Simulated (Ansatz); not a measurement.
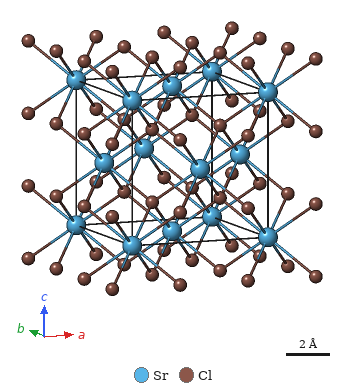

This is the input geometry for a relaxation of crystalline SrCl$_{2}$ (set up in Fm-3m). Style: ball-and-stick. Shown: the conventional cell (4 times the calculation's cell), slightly off an axis. Lengths and directions refer to the drawn axes.

The run lets cell and atoms move.

Method: Kohn-Sham DFT of a periodic cell, PBE, Ansatz PAW in Ansatz.

Input file:
```yaml
crystal:
  lattice:
    - [0.0, 3.48835, 3.48835]
    - [3.48835, 0.0, 3.48835]
    - [3.48835, 3.48835, 0.0]
  atoms:
    - { symbol: Sr, position: [0.0, 0.0, 0.0] }
    - { symbol: Cl, position: [0.75, 0.75, 0.75] }
    - { symbol: Cl, position: [0.25, 0.25, 0.25] }
hamiltonian:
  xc: pbe
  pseudopotentials: { kind: paw }
kpoints:
  mp_grid: { grid: [7, 7, 7] }
scf:
  occupations: { method: fermi_dirac, width: 0.05 }
output:
  forces: true
  stress: true
  eigenvalues: true
  write_density: true
  write_potential: true
  elf: true
  volumetric_format: npy
relax:
  f_tol: 0.01
  max_steps: 40
  cell: { stress_tol: 0.05 }
```

Run as
```bash
ansatz run input.yaml --threads 2 --pin off --max-ram 5632MiB --backend cpu --events-out ev --progress --plain --runs-dir out
```

### Where does the relaxation end?

Over 1 accepted move (2 points after the start) the energy falls by 2.4 meV per atom. All forces vanish by symmetry, so only the cell relaxes. Pressure: 0.99 GPa at the start and 0.04 GPa at the end. The SCF was repeated once at an unchanged geometry on a basis and grid sized afresh for the cell, which shifted the energy by less than 0.05 meV per atom at most. The atoms keep their places relative to the cell (all moves are under 0.005 Å). The drawn cell changes as follows: a = b = c 6.977 → 7.038 Å (+0.9 %); the volume changes by +2.7 %. Among the contacts that change: Cl–Sr 3.021 → 3.048 Å. The space group stays Fm-3m (No. 225).

History of the run:

```tsv
step	E − E(0), meV/atom	pressure, GPa	volume, Å³/atom	note
0	0.00	0.99	28.299	
1	-2.37	0.04	29.057	
2	-2.38	0.04	29.057	same geometry, new basis
```

After the run, drawn alike:

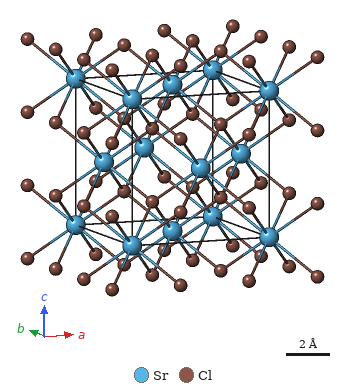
